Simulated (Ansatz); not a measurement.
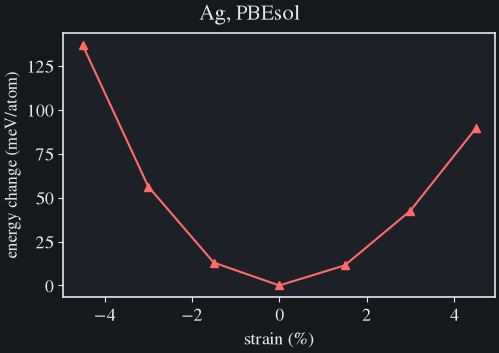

The picture above shows the energy change against strain for Ag, space group Im-3m (No. 229).

The given structure:
```
CELL_PARAMETERS angstrom
3.22511 0.00000 0.00000
0.00000 3.22511 0.00000
0.00000 0.00000 3.22511
ATOMIC_POSITIONS crystal
Ag 0.00000 0.00000 0.00000
Ag 0.50000 0.50000 0.50000
```

Method: energy, stress and cell of a relaxed crystal along a series of strains, atoms and what the cell freedom names relaxed within the symmetry; stress is positive in compression; plane waves with PAW datasets, Γ-centred k mesh; energies extrapolated to zero smearing (Ansatz 0.2.0). Level: PBEsol, no spin polarisation.

- wave cutoff: 420 eV
- k mesh: 16×16×16
- occupations: Gaussian
- smearing width: 0.1 eV
- strain kind: isotropic
- cell freedom: cell held, all vectors scaled

From this curve and the settings, what does the calculation give for the volume change and stress xx at the same points?

The volume change rises from −12.90 % at strain −4.5 % to 14.12 % at 4.5 %. The stress xx falls from 23.62 GPa at strain −4.5 % to −10.46 GPa at 4.5 %, and changes sign near 0.0 %.

```
strain (%)  volume change (%)  stress xx (GPa)
      -4.5             -12.90            23.62
      -3.0              -8.73            13.67
      -1.5              -4.43             5.93
       0.0               0.00            -0.03
       1.5               4.57            -4.55
       3.0               9.27            -7.94
       4.5              14.12           -10.46
```
